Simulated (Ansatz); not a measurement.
**Si2N: density, localisation and related maps**

```xyz
12
Lattice="7.2991 0.0000 0.0000 0.0000 2.8047 0.0000 0.0000 0.0000 8.1820" Properties=species:S:1:pos:R:3 pbc="T T T"
Si    0.9068    2.1035    7.7506
Si    4.5563    2.1035    4.5224
Si    6.3923    0.7012    0.4314
Si    2.7428    0.7012    3.6596
Si    0.6876    0.7012    4.9220
Si    6.6114    2.1035    3.2600
Si    2.9619    2.1035    0.8310
Si    4.3372    0.7012    7.3510
N     0.7708    2.1035    6.0205
N     4.4203    2.1035    6.2525
N     6.5283    0.7012    2.1615
N     2.8788    0.7012    1.9295
```

Space group Pnma; a generated structure, not necessarily the stable one; computed pressure about −3 GPa in this cell.

Method: DFT r2SCAN, scalar-relativistic, plane waves, PAW in Ansatz.

Core electrons are frozen (PAW), and the valence fields are smoothed inside the atomic spheres.

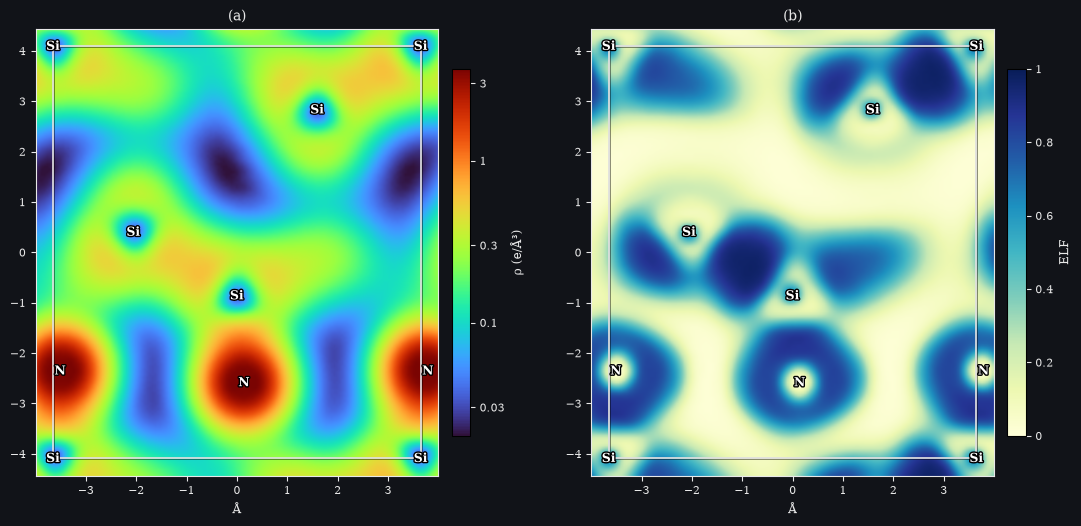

Figure 1. (a) valence electron density; (b) ELF on the (010) plane of the conventional cell.

Q: Read the bonding off the picture.

A:
- Atoms in the plane: Si and N.
- Si–N (1.74 Å): ρ is about 1.1 e/Å³ halfway; the ELF peaks at about 0.90 between the atoms.
- Si–Si (2.41 Å): the density is about 0.56 e/Å³ at the midpoint; the ELF peaks at about 0.95 between the atoms.
- Between the atoms the lowest density in this plane is 0.02 e/Å³.
- The ELF also peaks beside N, away from the bonds: lone-pair regions.

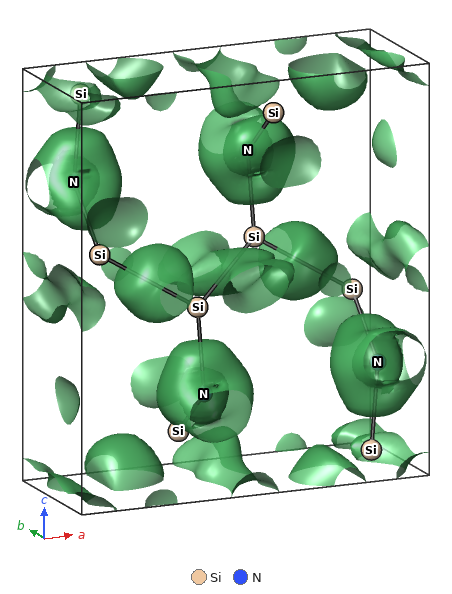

Figure 2. Isosurface of the ELF at 0.75 (green), seen slightly off an axis. Core shells and regions of very low density are left out. Sticks mark near contacts.

Q: What do the ELF domains correspond to?

A: At this value the surface marks out four regions between bonded Si–Si atoms, four regions on N in which the atom's valence shell and bonds are merged and channels that run through the cell in one direction, counted in one cell of 12 atoms. Any copies at cell faces, edges or corners count once.

Q: Does the calculation make it a metal, or give it a gap?

A: It is metallic or semimetallic at this level of theory: no gap opens.
